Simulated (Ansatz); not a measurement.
Consider ZnSe.

```
Zn Se
1.0
     4.30790    0.00000    0.00000
     0.00000    4.30790    0.00000
     0.00000    0.00000    5.19690
Zn Se
2 2
Direct
  0.00000 0.00000 0.00000
  0.50000 0.50000 0.00000
  0.00000 0.50000 0.26817
  0.50000 0.00000 0.73183
```

Space group P4/nmm; a structure from a database of computed crystals, not necessarily the ambient phase; not relaxed (largest force 0.3 eV/Å); computed pressure about −5 GPa in this cell; PAW files of the earlier set (soft_1).

Computed with Ansatz 0.2.0, DFT PBEsol, scalar-relativistic, plane waves, PAW.

> What will maps of the valence pseudo-density and electron localisation function show?

Zn–Se (2.57 Å): ρ is about 0.38 e/Å³ halfway; the ELF is about 0.55 at the midpoint.

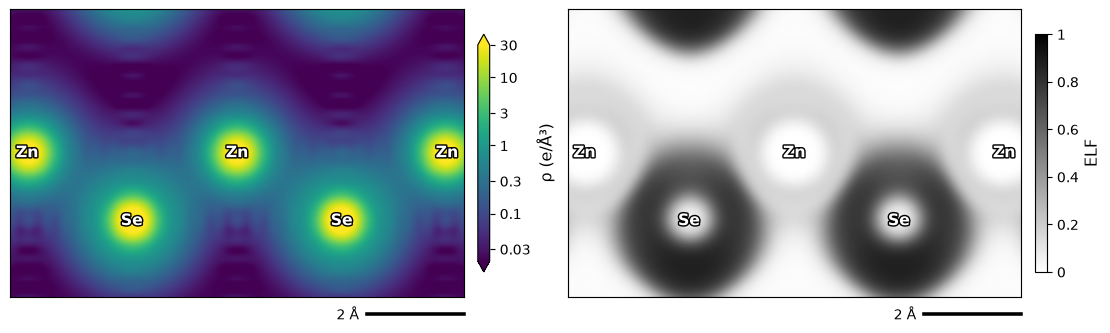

Computed valence pseudo-density and electron localisation function on the (010) plane of the conventional cell, in this order. 

The density is the valence pseudo-density of a PAW calculation; it isn't the true density close to the nuclei.
